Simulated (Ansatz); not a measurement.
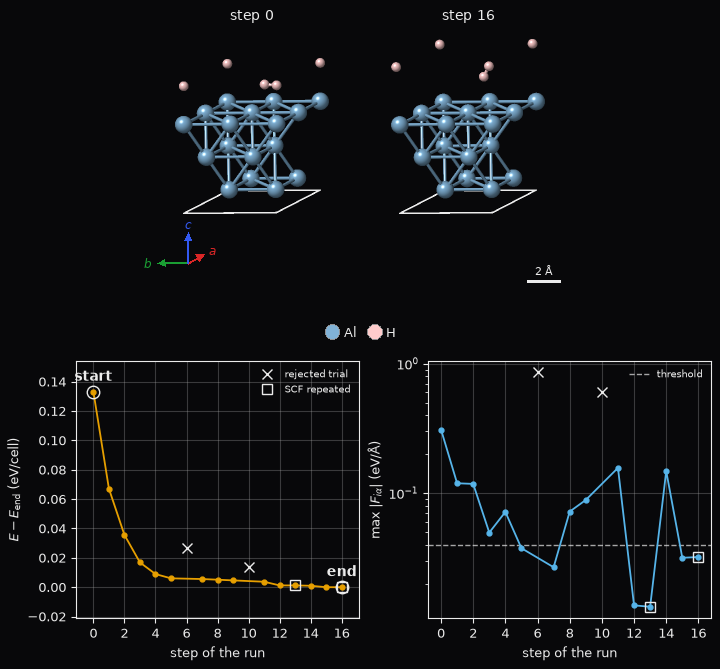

First and last geometry of a constrained relaxation of a slab of composition Al₆H (cut from the Fm-3m phase), with the history of the run. Style: ball-and-stick. Shown: the cell of the calculation, outlined in the plane, without the vacuum, from a free direction.

Case: 1 H2 a cell, flat, over a top Al site. The slab is the (1 1 1) face of Al with H2 on it. 4 atoms are held fixed.

Level of theory: Ansatz, DFT PBE+D3(BJ), scalar-relativistic, plane waves, PAW. (plane-wave cutoff 420 eV; k-point mesh 4 × 4 × 1; occupations gaussian; smearing width 0.1 eV; no spin polarisation; dipole correction; atoms relaxed in a fixed cell; force threshold 0.04 eV/Å; at most 100 steps)

### Did the run converge, and what did it change?

It converged. After 12 accepted moves (16 points after the start) the energy has fallen by 0.133 eV per cell of the calculation. Largest force component: 0.31 eV/Å at the start, 0.032 eV/Å at the end. The line search rejected the trial steps at points 6, 10 of the run. 2 steps only repeated the SCF at the same geometry. The forces were under the threshold at step 5, but the run went on from there. The atom that moves furthest is an H atom (1.21 Å at 11° to the normal (+c side)). Largest moves by element: H 1.21 Å, Al 0.02 Å. The lattice vectors keep their values. Some distances before and after: Al–Al 2.816 → 2.805 Å. Cost: 3 min on 2 threads of Arm Neoverse V1 (shared host), peak memory 0.77 GiB.

Limits of the set-up: the periodic images lie only 5.6 Å apart, so the values are limited by the cell's size.
